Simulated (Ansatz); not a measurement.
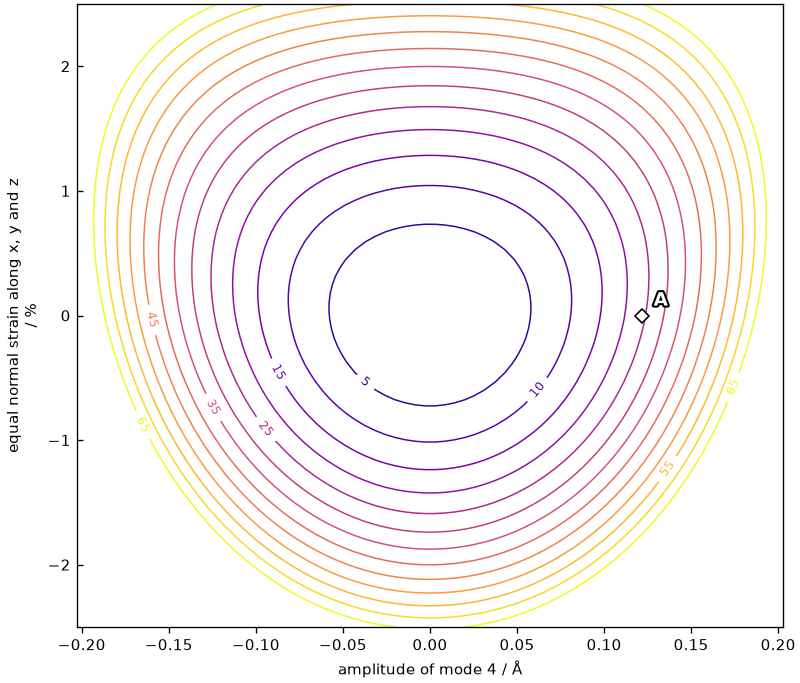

CdS (Fm-3m, No. 225; 2 atoms in the cell). The energy is mapped over a normal mode and a strain (zone-centre modes of the 2-atom cell of this scan) (x, y and z along the cube axes). Coordinates scanned: (1) amplitude of mode 4 (139 cm⁻¹), largest displacement in the unstrained cell; (2) equal normal strain along x, y and z. Nothing is relaxed (the pattern is fixed in fractional coordinates). The scan uses an 11 × 7 grid; 42 points were computed and 35 follow by symmetry. Points are written as (first, second). Energies are in meV per cell, from the lowest grid point. All numbers below come from Ansatz 0.2.0, DFT r2SCAN, scalar-relativistic, plane waves, PAW. Settings: cutoff 500 eV, k-mesh 8×8×8, gaussian smearing 0.05 eV, no spin polarisation.

Drawn: contour lines labelled in meV (none above 65), the point A. Between grid points the surface is interpolated.

Is A at rest? If not, where is it pushed?

A, at (0.122 Å, 0.00 %), is not a stationary point. The computed force is 440 meV for each Å towards smaller values of the first coordinate and 5.5 meV for each 1 % towards larger values of the second coordinate.
